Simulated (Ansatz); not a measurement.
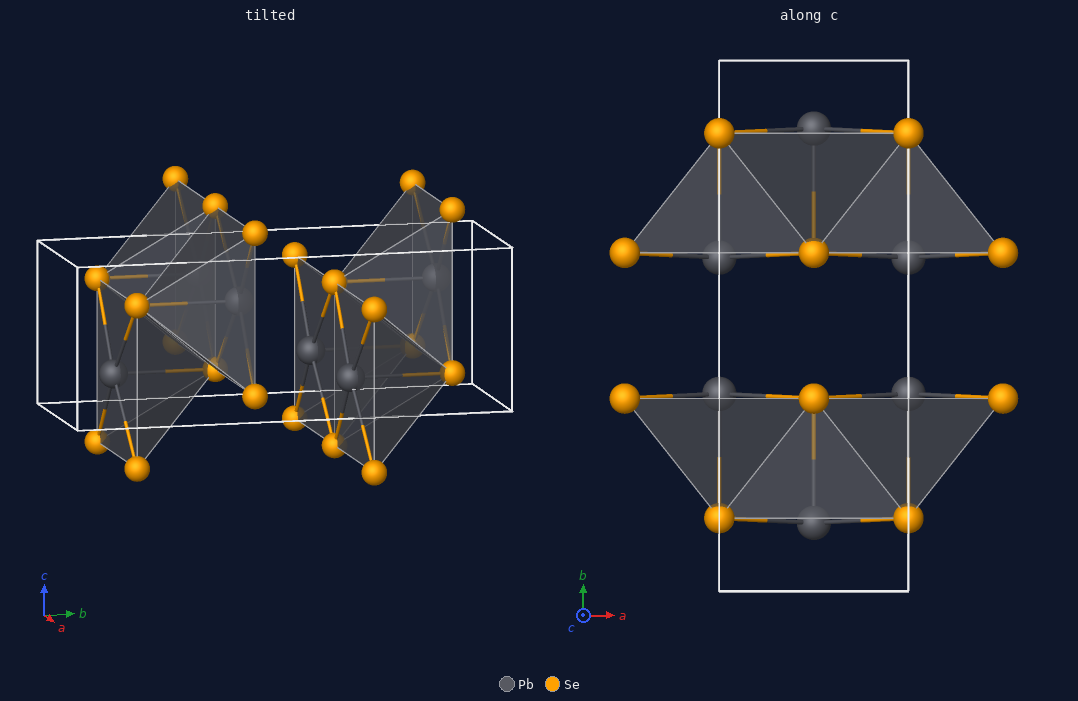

View slightly off an axis and along the c axis, drawn as a polyhedral model. The lines enclose the conventional unit cell; boundary atoms appear with their images. Some atoms of the next cells are drawn as well.

PbSe, space group Cmcm (No. 63), a = 4.275 Å, b = 11.994 Å, c = 4.433 Å, α = 90.00°, β = 90.00°, γ = 90.00°. Provenance: a structure listed in the Materials Project. Earlier steps of the study may have refined or changed the cell and positions. A calculation with Ansatz used it as input.

This one geometry was computed with Ansatz (DFT, plane waves, PAW) at six levels of theory: HSE06, PBE with spin-orbit coupling, PBE0, r2SCAN, PBE and LDA.

Question: Which level gives the highest pressure at this volume, and what does that say about its equilibrium volume?

Answer: Highest: PBE with spin-orbit coupling (1.8 GPa) and PBE (2.0 GPa), which points to the largest equilibrium volume. Lowest, with the smallest volume: LDA (-2.5 GPa). Levels within 0.5 GPa of each other can't be told apart.

Question: How does the band gap change with the level of theory?

Answer: PBE with spin-orbit coupling: a gap of 0.46 eV, direct; LDA: a gap of 0.69 eV, indirect; PBE: a gap of 0.87 eV, direct; r2SCAN: a gap of 1.19 eV, indirect; HSE06: a gap of 1.31 eV, indirect; PBE0: a gap of 1.75 eV, direct.

Question: Collect the results in a table.

Answer:
| level | cutoff (eV) | k-mesh of the run's cell | gap (eV) | pressure (GPa) |
| --- | --- | --- | --- | --- |
| HSE06 | 420 | 4×4×4 | 1.31 | 0.6 |
| PBE with spin-orbit coupling | 420 | 6×6×6 | 0.46 | 1.8 |
| PBE0 | 420 | 4×4×4 | 1.75 | 0.6 |
| r2SCAN | 500 | 6×6×6 | 1.19 | 1.0 |
| PBE | 420 | 6×6×6 | 0.87 | 2.0 |
| LDA | 420 | 6×6×6 | 0.69 | -2.5 |

Gaps are taken on the k-mesh or band path of each run.
